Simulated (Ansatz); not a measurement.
**Al15As16 (cell with a defect): density, localisation and related maps**

Input

```
crystal:
  lattice:
    - [5.727912321, 5.727912321, 5.727912321]
    - [-5.727912321, 5.727912321, -5.727912321]
    - [-5.727912321, -5.727912321, 5.727912321]
  atoms:
    - { symbol: Al, position: [0.5, 0.5014768085, -0.0028114441] }
    - { symbol: Al, position: [0.7471885559, 0.5014768085, 0.75] }
    - { symbol: Al, position: [0.5, 0.25, 0.25] }
    - { symbol: Al, position: [0.7485231915, 0.2457117473, -0.0014768085] }
    - { symbol: Al, position: [0.0, 0.25, 0.75] }
    - { symbol: Al, position: [0.5, -0.0028114441, 0.5014768085] }
    - { symbol: Al, position: [0.7485231915, -0.0014768085, 0.2457117473] }
    - { symbol: Al, position: [-0.0042882527, -0.0014768085, -0.0014768085] }
    - { symbol: Al, position: [0.2514768085, -0.0028114441, 0.75] }
    - { symbol: Al, position: [0.7471885559, 0.75, 0.5014768085] }
    - { symbol: Al, position: [0.0, 0.75, 0.25] }
    - { symbol: Al, position: [0.2514768085, 0.75, -0.0028114441] }
    - { symbol: Al, position: [0.0042882527, 0.5028114441, 0.5028114441] }
    - { symbol: Al, position: [0.2528114441, 0.5028114441, 0.2542882527] }
    - { symbol: Al, position: [0.2528114441, 0.2542882527, 0.5028114441] }
    - { symbol: As, position: [0.74162683, -0.00837317, -0.00837317], spin: 0.75 }
    - { symbol: As, position: [0.7491745328, 0.75, 0.2502119894] }
    - { symbol: As, position: [0.0002119894, 0.75, -0.0008254672] }
    - { symbol: As, position: [0.7510374565, 0.5008254672, 0.5008254672] }
    - { symbol: As, position: [-0.0002119894, 0.4989625435, 0.2497880106] }
    - { symbol: As, position: [0.2508254672, 0.5008254672, 0.0010374565] }
    - { symbol: As, position: [0.7491745328, 0.2502119894, 0.75] }
    - { symbol: As, position: [-0.0002119894, 0.2497880106, 0.4989625435] }
    - { symbol: As, position: [0.2489625435, 0.2497880106, 0.2497880106] }
    - { symbol: As, position: [0.5, 0.2502119894, -0.0008254672] }
    - { symbol: As, position: [0.0002119894, -0.0008254672, 0.75] }
    - { symbol: As, position: [0.2508254672, 0.0010374565, 0.5008254672] }
    - { symbol: As, position: [0.5, -0.0008254672, 0.2502119894] }
    - { symbol: As, position: [0.25837317, 0.75, 0.75], spin: 0.75 }
    - { symbol: As, position: [0.5, 0.75, 0.50837317], spin: 0.75 }
    - { symbol: As, position: [0.5, 0.50837317, 0.75], spin: 0.75 }
  host:
    lattice:
      - [0.0, 2.8639561605, 2.8639561605]
      - [2.8639561605, 0.0, 2.8639561605]
      - [2.8639561605, 2.8639561605, 0.0]
    atoms:
      - { symbol: Al, position: [0.0, 0.0, 0.0] }
      - { symbol: As, position: [0.75, 0.75, 0.75] }
basis:
  ecutwfc: 420
  xc_grid: 2
kpoints:
  mp_grid: { grid: [3, 3, 3], shift: [0.0, 0.0, 0.0] }
hamiltonian:
  xc: pbe
scf:
  occupations: { method: gaussian, width: 0.01 }
output:
  forces: true
  stress: false
  eigenvalues: true
  populations: true
  charged_corrections:
    defect_position: [0.5, 0.75, 0.75]
    epsilon: [[11.5641, 0.0, 0.0], [0.0, 11.5641, 0.0], [0.0, 0.0, 11.5641]]
  write_density: true
  write_potential: true
  elf: true
  volumetric_format: npy
magnetization:
  spin_polarized: true
relax:
  adjacent_minimum: "off"
  f_tol: 0.025
  max_steps: 45
```

Launched as:

```sh
ansatz run input.yaml --threads 4 --pin off --max-ram 10240MiB --backend cpu --events-out ev --progress --plain --runs-dir out
```

The fields are those of the run's last geometry, not of the input's.

Spin-polarised.

Computed with DFT PBE, scalar-relativistic, plane waves, PAW (Ansatz).

Core electrons are frozen (PAW), and the valence fields are smoothed inside the atomic spheres.

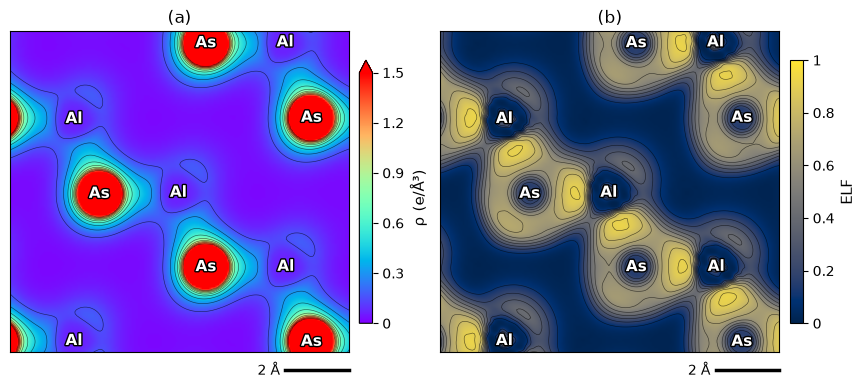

Figure 1. (a) valence pseudo-density; (b) ELF on the (010) plane of the calculation cell.

### What does the map show?

- The plane passes through Al and As nuclei.
- Al–As (2.48 Å): ρ is about 0.46 e/Å³ halfway; the ELF peaks at about 0.90 between the atoms.
- Between the atoms the lowest density in this plane is 0.01 e/Å³.

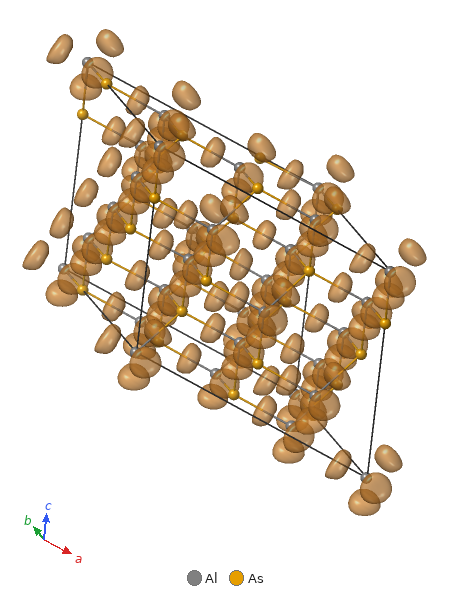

Figure 2. Isosurface of the electron localisation function at 0.8 (orange), seen slightly off an axis. Core shells and regions of very low density are left out. Sticks mark near contacts.

### What do the ELF domains correspond to?

The ELF exceeds this value in 60 regions between bonded Al–As atoms, counted in one cell of 31 atoms. Any copies at cell faces, edges or corners count once.

### Does the calculation make it a metal, or give it a gap?

It is gapless in this calculation (a metal or semimetal).
